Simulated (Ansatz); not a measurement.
**Geometry relaxation, with input and output: Zr3Si (part 1 of 2)**

Zr3Si (8 atoms in the cell), computed with DFT r2SCAN, scalar-relativistic, plane waves, PAW, no spin polarisation (Ansatz 0.2.0).

The structure derives from a Materials Project entry. Figures and captions count atoms from 1; the log counts them from 0 in places.

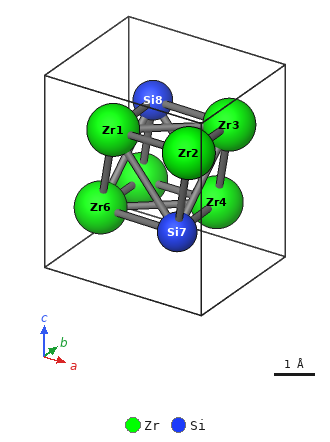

Figure 1. The starting structure (ball-and-stick view of the cell of the calculation, seen slightly off an axis; atoms are numbered from 1 in the order of the input). An atom can appear more than once, as a periodic image. Near neighbours in the periodic cell (some may lie outside the picture): Zr has 4 Si at 3.01 to 3.06 Å and 8 Zr at 2.95 to 3.17 Å; Si has 12 Zr at 3.01 to 3.06 Å.

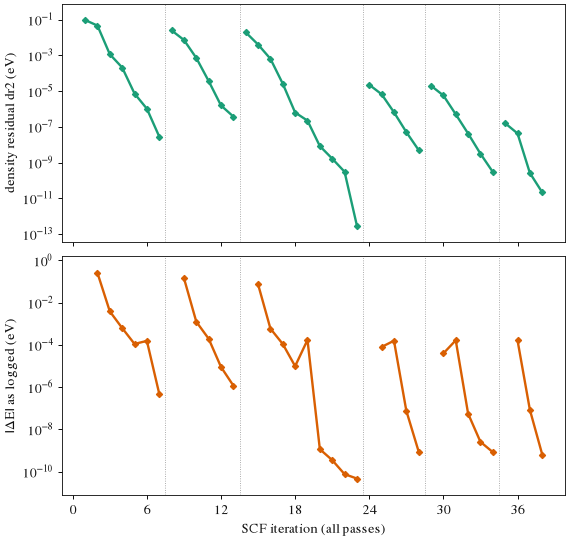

Figure 2. Convergence of the self-consistent field: density residual dr2 and size of the energy change against the SCF iteration. The dotted lines part the SCF passes of the relaxation: geometry steps, rejected trials and re-solves on a re-selected basis. The 6 passes take 4 to 10 iterations each, 38 in all.

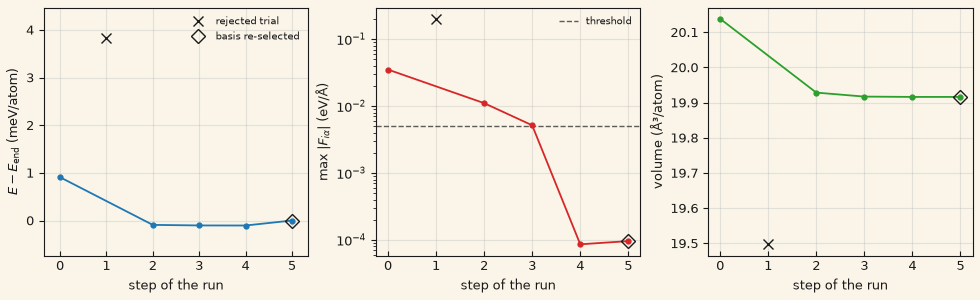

Figure 3. Progress of the relaxation, step by step (the first geometry is step 0 here and step 1 in the log). No atom moves by more than 0.005 Å relative to the cell. Cell: a = b 6.117 → 6.098 Å (−0.3 %), c 4.971 → 4.947 Å (−0.5 %). Volume −1.1 %. Among the contacts that change: Zr1–Zr5 3.087 → 3.073 Å, Zr1–Si7 3.012 → 3.000 Å, Zr1–Zr2 3.170 → 3.158 Å, Zr1–Si8 3.059 → 3.050 Å. The space group stays P6_3/mmc (No. 194). The energy falls by 1.0 meV per atom in 4 geometry steps. Largest force component: 0.035 eV/Å at the start, under 0.0001 eV/Å at the end. Pressure: −1.24 GPa at the start and 0.00 GPa at the end. The line search rejected the trial step at point 1 (counted from 0) and went back. A last SCF at the same geometry on a re-selected plane-wave basis shifts the energy by +0.1 meV per atom. (Atoms are counted from 1 in the order of the input.)

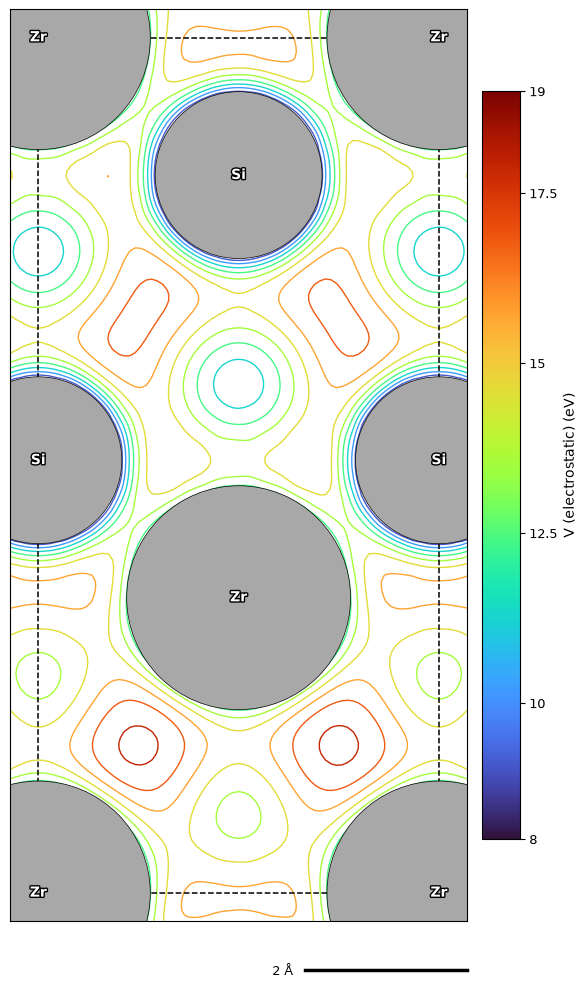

Figure 4. Electrostatic potential (local pseudopotential plus Hartree) felt by an electron on the (110) plane of the conventional cell. Grey discs, where drawn, cover atomic cores. Outside the cores the potential energy rises away from the atoms and is highest about 2.2 Å from the nearest atoms; outside the discs it spans about 10 eV, and its zero is arbitrary. In a PAW calculation such maps are meaningful between the atoms, not at the nuclei.

These pictures come from the run below.

## Input
```yaml
crystal:
  lattice:
    - [6.1173840222, 0.0, 0.0]
    - [-3.0586920111, 5.2978099679, 0.0]
    - [0.0, 0.0, 4.971086]
  atoms:
    - { symbol: Zr, position: [0.345469, 0.1727345, 0.75] }
    - { symbol: Zr, position: [0.8272655, 0.1727345, 0.75] }
    - { symbol: Zr, position: [0.8272655, 0.654531, 0.75] }
    - { symbol: Zr, position: [0.654531, 0.8272655, 0.25] }
    - { symbol: Zr, position: [0.1727345, 0.8272655, 0.25] }
    - { symbol: Zr, position: [0.1727345, 0.345469, 0.25] }
    - { symbol: Si, position: [0.66666667, 0.33333333, 0.25] }
    - { symbol: Si, position: [0.33333333, 0.66666667, 0.75] }
basis:
  ecutwfc: 500
kpoints:
  mp_grid: { grid: [6, 6, 8] }
hamiltonian:
  xc: r2scan
scf:
  occupations: { method: gaussian, width: 0.1 }
output:
  forces: true
  stress: true
  eigenvalues: true
  write_density: true
  write_potential: true
  elf: true
  volumetric_format: npy
relax:
  adjacent_minimum: "off"
  f_tol: 0.005
  max_steps: 80
  cell: { stress_tol: 0.05 }
```

Launched with:
```bash
ansatz run input.yaml --threads 2 --pin off --max-ram 5120MiB --backend cpu --events-out ev --progress --plain --runs-dir out
```

## Output
```
Engine: ansatz 0.2.0, aarch64-unknown-linux-gnu
Pseudopotentials: kind: paw
Pseudopotential: Zr, paw, valence charge 12, recommended cutoff 500 eV (meta_gga), Zr.paw.azcp
Pseudopotential: Si, paw, valence charge 4, recommended cutoff 500 eV (meta_gga), Si.paw.azcp
Functional definition: r2SCAN
  parameter k0 = 0.174
  parameter k1 = 0.065
  parameter a1 = 4.9479
  exchange = r2scan_x(k0 = k0, k1 = k1, a1 = a1)
  correlation = r2scan_c
Crystal: 8 atoms, lattice volume = 161.107 Å³
Basis set: ecut = 500 eV, 4111 PW (Γ), exchange–correlation on 180×180×160 points (64 copies of the dense FFT grid, shifted against one another)
Bands: 48, of which v1, the nominal top of the filled ones, is band 40 counted from 1 (39 counted from 0)
Symmetry: 24 space group operations
Space group: P63/mmc (ITA 194), of the structure as read, at distance tolerance 5.4e-5 Å
k-points: 35 of 288
Non-local potential: Zr, projectors of the file, l = 0: 3, l = 1: 2, l = 2: 2, l = 3: 2
Non-local potential: Si, projectors of the file, l = 0: 2, l = 1: 2, l = 2: 2
PAW form: soft (Blöchl's): semilocal exchange-correlation on the pseudo side does not see the compensation charge
PAW frozen core: Zr, regenerated for the run's functional (the file was generated under x = pbe(κ = 0.804, μ = 0.2195149727645171), c = pbe(β = 0.06672455060314922))
PAW frozen core: Si, regenerated for the run's functional (the file was generated under x = pbe(κ = 0.804, μ = 0.2195149727645171), c = pbe(β = 0.06672455060314922))
PAW one-centre angular grid: Zr, 590 points (default); XC on 160 Gauss nodes
PAW one-centre angular grid: Si, 302 points (default); XC on 160 Gauss nodes
Initial density: superposition of atomic densities (neutral atoms: chi_scale 0, normalization atom), corrected by the library's trained network
Initial wavefunctions: pseudopotential atomic-orbital guess
Functional: x = r2scan, c = r2scan; τ floored in thin density (d = 2e-4 eV/Å³)
SCF iter   1: F=—  HF=-26451.010696 eV  |F-HF|=—  |Δ(HF+E_count)|=         —  Δρ=8.32e-3  dr2=9.55e-2  dr2_τ=5.19e-2  ethr=1.77e-3  ⟨swp⟩=6.7  Hψ=6811  notcnv=0
preconditioner: auto → Kerker (q_TF=auto, 2.428 Å⁻¹)  [metal: Δε(μ)=0.024 eV  Ē_g=4.117 eV  σ=0.100 eV  W_gap=0.14  n_scr=44 (ndim 8)  ℏωp=16.5 eV  f_vac=0.000  D(μ)=6.66/eV (n_scr^D=58)]
SCF iter   2: F=—  HF=-26451.268324 eV  |F-HF|=—  |Δ(HF+E_count)|=   2.58e-1  Δρ=5.68e-3  dr2=4.66e-2  dr2_τ=1.29e-3  ethr=1.19e-4  ⟨swp⟩=2.0  Hψ=3585  notcnv=0  defer=48
SCF iter   3: F=—  HF=-26451.272217 eV  |F-HF|=—  |Δ(HF+E_count)|=   3.89e-3  Δρ=8.86e-4  dr2=1.16e-3  dr2_τ=2.97e-4  ethr=5.83e-5  ⟨swp⟩=2.0  Hψ=2999  notcnv=0  defer=48
SCF iter   4: F=—  HF=-26451.272850 eV  |F-HF|=—  |Δ(HF+E_count)|=   6.32e-4  Δρ=3.82e-4  dr2=2.10e-4  dr2_τ=4.90e-6  ethr=1.45e-6  ⟨swp⟩=2.5  Hψ=2923  notcnv=0  defer=48
SCF iter   5: F=—  HF=-26451.272962 eV  |F-HF|=—  |Δ(HF+E_count)|=   1.12e-4  Δρ=7.22e-5  dr2=7.33e-6  dr2_τ=4.25e-7  ethr=2.63e-7  ⟨swp⟩=2.0  Hψ=2204  notcnv=0  defer=48
SCF iter   6: F=—  HF=-26451.272806 eV  |F-HF|=—  |Δ(HF+E_count)|=   1.56e-4  Δρ=2.21e-5  dr2=1.04e-6  dr2_τ=1.34e-8  ethr=9.16e-9  ⟨swp⟩=2.1  Hψ=2472  notcnv=0  defer=48
SCF iter   7: F=-26451.272806 eV  HF=-26451.272806 eV  |F-HF|=1.93e-9  |Δ(HF+E_count)|=   4.90e-7  Δρ=3.48e-6  dr2=2.88e-8  dr2_τ=1.69e-9  ethr=1.25e-10  ⟨swp⟩=11.4  Hψ=12169  notcnv=0
SCF 1 converged in 7 iterations: F = -26451.272806 eV  dr2 = 2.88e-8
  greatest PAW one-centre occupation: 0.989 electrons in one spin orbital (limit 2), on the Zr atom at site 4 (counted from 0), in its partial waves of l = 0
relax step   1: F+E_penalty+E_count = -26451.27280623 eV  Δ(F+E_penalty+E_count) = +0.000e0 eV  max|allowed force component| = 3.522e-2 eV/Å  Δτ_max = 0.0000 Å  P = -1.240 GPa  Ω = 161.107 Å³  (7 SCF iters, dr2 threshold 1.00e-7 eV, accepted)
Crystal: 8 atoms, lattice volume = 155.978 Å³
Basis set: ecut = 500 eV, 3905 PW (Γ), exchange–correlation on 180×180×160 points (64 copies of the dense FFT grid, shifted against one another)
Initial density: handed on by an earlier stage of this run
Initial wavefunctions: those handed on with the density
iter 1 solved again at ethr=3.04e-5 eV; its pass at ethr=3.10e-3 eV (dr2=2.43e-2 eV) is discarded
SCF iter   1: F=—  HF=-26451.104611 eV  |F-HF|=—  |Δ(HF+E_count)|=         —  Δρ=2.33e-3  dr2=2.51e-2  dr2_τ=1.07e-1  ethr=3.04e-5  ⟨swp⟩=1.0  Hψ=7566  notcnv=0
preconditioner: auto → Kerker (q_TF=auto, 2.441 Å⁻¹)  [metal: Δε(μ)=0.010 eV  Ē_g=4.155 eV  σ=0.100 eV  W_gap=0.06  n_scr=44 (ndim 8)  ℏωp=16.8 eV  f_vac=0.000  D(μ)=6.73/eV (n_scr^D=58)]
SCF iter   2: F=—  HF=-26451.250815 eV  |F-HF|=—  |Δ(HF+E_count)|=   1.46e-1  Δρ=1.17e-3  dr2=7.30e-3  dr2_τ=1.32e-4  ethr=3.04e-5  ⟨swp⟩=2.0  Hψ=3165  notcnv=0
SCF iter   3: F=—  HF=-26451.249558 eV  |F-HF|=—  |Δ(HF+E_count)|=   1.26e-3  Δρ=3.62e-4  dr2=7.21e-4  dr2_τ=4.29e-5  ethr=9.13e-6  ⟨swp⟩=2.0  Hψ=2132  notcnv=0
SCF iter   4: F=—  HF=-26451.249360 eV  |F-HF|=—  |Δ(HF+E_count)|=   1.98e-4  Δρ=1.43e-4  dr2=3.69e-5  dr2_τ=1.86e-6  ethr=9.01e-7  ⟨swp⟩=2.0  Hψ=2180  notcnv=0
SCF iter   5: F=—  HF=-26451.249369 eV  |F-HF|=—  |Δ(HF+E_count)|=   9.08e-6  Δρ=3.88e-5  dr2=1.58e-6  dr2_τ=1.16e-7  ethr=4.61e-8  ⟨swp⟩=2.0  Hψ=2273  notcnv=0
SCF iter   6: F=-26451.249370 eV  HF=-26451.249370 eV  |F-HF|=5.87e-8  |Δ(HF+E_count)|=   1.19e-6  Δρ=1.31e-5  dr2=3.79e-7  dr2_τ=1.49e-8  ethr=1.00e-9  ⟨swp⟩=10.9  Hψ=11978  notcnv=0
SCF 2 converged in 6 iterations: F = -26451.249370 eV  dr2 = 3.79e-7
relax step   2: F+E_penalty+E_count = -26451.24937019 eV  Δ(F+E_penalty+E_count) = +2.344e-2 eV  max|allowed force component| = 2.023e-1 eV/Å  Δτ_max = 0.0122 Å  P = +2.559 GPa  Ω = 155.978 Å³  energy of the carried Pulay correction = +2.486e-3 eV  (6 SCF iters, dr2 threshold 8.00e-7 eV, rejected (line search))
Crystal: 8 atoms, lattice volume = 159.428 Å³
Basis set: ecut = 500 eV, 4027 PW (Γ), exchange–correlation on 180×180×160 points (64 copies of the dense FFT grid, shifted against one another)
iter 1 solved again at ethr=2.46e-5 eV; its pass at ethr=3.10e-3 eV (dr2=1.97e-2 eV) is discarded
SCF iter   1: F=—  HF=-26451.207224 eV  |F-HF|=—  |Δ(HF+E_count)|=         —  Δρ=1.93e-3  dr2=1.96e-2  dr2_τ=6.22e-2  ethr=2.46e-5  ⟨swp⟩=1.3  Hψ=7504  notcnv=0
preconditioner: auto → Kerker (q_TF=auto, 2.432 Å⁻¹)  [metal: Δε(μ)=0.002 eV  Ē_g=4.124 eV  σ=0.100 eV  W_gap=0.01  n_scr=44 (ndim 8)  ℏωp=16.6 eV  f_vac=0.000  D(μ)=6.53/eV (n_scr^D=58)]
SCF iter   2: F=—  HF=-26451.281675 eV  |F-HF|=—  |Δ(HF+E_count)|=   7.45e-2  Δρ=8.63e-4  dr2=4.06e-3  dr2_τ=8.27e-5  ethr=2.45e-5  ⟨swp⟩=2.0  Hψ=3052  notcnv=0
SCF iter   3: F=—  HF=-26451.281081 eV  |F-HF|=—  |Δ(HF+E_count)|=   5.94e-4  Δρ=3.17e-4  dr2=6.47e-4  dr2_τ=1.48e-5  ethr=5.07e-6  ⟨swp⟩=2.0  Hψ=2024  notcnv=0
SCF iter   4: F=—  HF=-26451.280970 eV  |F-HF|=—  |Δ(HF+E_count)|=   1.11e-4  Δρ=9.84e-5  dr2=2.60e-5  dr2_τ=6.64e-7  ethr=8.08e-7  ⟨swp⟩=2.0  Hψ=2168  notcnv=0
SCF iter   5: F=—  HF=-26451.280980 eV  |F-HF|=—  |Δ(HF+E_count)|=   9.88e-6  Δρ=2.29e-5  dr2=6.36e-7  dr2_τ=5.48e-8  ethr=3.25e-8  ⟨swp⟩=2.0  Hψ=2185  notcnv=0
SCF iter   6: F=—  HF=-26451.280807 eV  |F-HF|=—  |Δ(HF+E_count)|=   1.73e-4  Δρ=8.19e-6  dr2=2.24e-7  dr2_τ=4.41e-9  ethr=7.95e-10  ⟨swp⟩=2.0  Hψ=2900  notcnv=0
SCF iter   7: F=—  HF=-26451.280807 eV  |F-HF|=—  |Δ(HF+E_count)|=   1.16e-9  Δρ=1.87e-6  dr2=8.41e-9  dr2_τ=1.83e-10  ethr=2.80e-10  ⟨swp⟩=2.0  Hψ=2177  notcnv=0
SCF iter   8: F=—  HF=-26451.280807 eV  |F-HF|=—  |Δ(HF+E_count)|=  3.53e-10  Δρ=8.45e-7  dr2=1.68e-9  dr2_τ=3.61e-11  ethr=1.05e-11  ⟨swp⟩=2.3  Hψ=2271  notcnv=0
SCF iter   9: F=—  HF=-26451.280807 eV  |F-HF|=—  |Δ(HF+E_count)|=  7.64e-11  Δρ=3.44e-7  dr2=3.09e-10  dr2_τ=7.74e-12  ethr=2.10e-12  ⟨swp⟩=2.4  Hψ=2148  notcnv=0
SCF iter  10: F=-26451.280807 eV  HF=-26451.280807 eV  |F-HF|=1.82e-11  |Δ(HF+E_count)|=  4.73e-11  Δρ=1.72e-8  dr2=2.97e-13  dr2_τ=2.60e-14  ethr=1.00e-12  ⟨swp⟩=6.1  Hψ=8113  notcnv=0
SCF 3 converged in 10 iterations: F = -26451.280807 eV  dr2 = 2.97e-13
  greatest PAW one-centre occupation: 0.989 electrons in one spin orbital (limit 2), on the Zr atom at site 5 (counted from 0), in its partial waves of l = 0
relax step   3: F+E_penalty+E_count = -26451.28080660 eV  Δ(F+E_penalty+E_count) = -8.000e-3 eV  max|allowed force component| = 1.109e-2 eV/Å  Δτ_max = 0.0022 Å  P = -0.068 GPa  Ω = 159.428 Å³  energy of the carried Pulay correction = +8.051e-4 eV  (10 SCF iters, accepted)
Crystal: 8 atoms, lattice volume = 159.337 Å³
iter 1 solved again at ethr=3.06e-8 eV; its pass at ethr=3.10e-3 eV (dr2=2.45e-5 eV) is discarded
SCF iter   1: F=—  HF=-26451.280978 eV  |F-HF|=—  |Δ(HF+E_count)|=         —  Δρ=7.52e-5  dr2=2.27e-5  dr2_τ=1.09e-4  ethr=3.06e-8  ⟨swp⟩=2.1  Hψ=7229  notcnv=0
preconditioner: auto → Kerker (q_TF=auto, 2.432 Å⁻¹)  [metal: Δε(μ)=0.008 eV  Ē_g=4.117 eV  σ=0.100 eV  W_gap=0.05  n_scr=44 (ndim 8)  ℏωp=16.6 eV  f_vac=0.000  D(μ)=6.60/eV (n_scr^D=58)]
SCF iter   2: F=—  HF=-26451.281058 eV  |F-HF|=—  |Δ(HF+E_count)|=   8.05e-5  Δρ=4.16e-5  dr2=6.71e-6  dr2_τ=9.61e-8  ethr=2.84e-8  ⟨swp⟩=2.0  Hψ=3091  notcnv=0
SCF iter   3: F=—  HF=-26451.280899 eV  |F-HF|=—  |Δ(HF+E_count)|=   1.59e-4  Δρ=1.33e-5  dr2=6.60e-7  dr2_τ=3.19e-8  ethr=8.39e-9  ⟨swp⟩=2.0  Hψ=2211  notcnv=0
SCF iter   4: F=—  HF=-26451.280899 eV  |F-HF|=—  |Δ(HF+E_count)|=   7.64e-8  Δρ=5.14e-6  dr2=5.12e-8  dr2_τ=1.61e-9  ethr=8.25e-10  ⟨swp⟩=2.0  Hψ=2225  notcnv=0
SCF iter   5: F=-26451.280899 eV  HF=-26451.280899 eV  |F-HF|=1.89e-10  |Δ(HF+E_count)|=  8.88e-10  Δρ=1.69e-6  dr2=5.01e-9  dr2_τ=1.80e-10  ethr=2.25e-11  ⟨swp⟩=7.1  Hψ=9497  notcnv=0
SCF 4 converged in 5 iterations: F = -26451.280899 eV  dr2 = 5.01e-9
relax step   4: F+E_penalty+E_count = -26451.28089874 eV  Δ(F+E_penalty+E_count) = -9.214e-5 eV  max|allowed force component| = 5.172e-3 eV/Å  Δτ_max = 0.0005 Å  P = -0.005 GPa  Ω = 159.337 Å³  energy of the carried Pulay correction = +8.489e-4 eV  (5 SCF iters, dr2 threshold 1.80e-8 eV, accepted)
Crystal: 8 atoms, lattice volume = 159.329 Å³
iter 1 solved again at ethr=2.70e-8 eV; its pass at ethr=3.10e-3 eV (dr2=2.16e-5 eV) is discarded
```
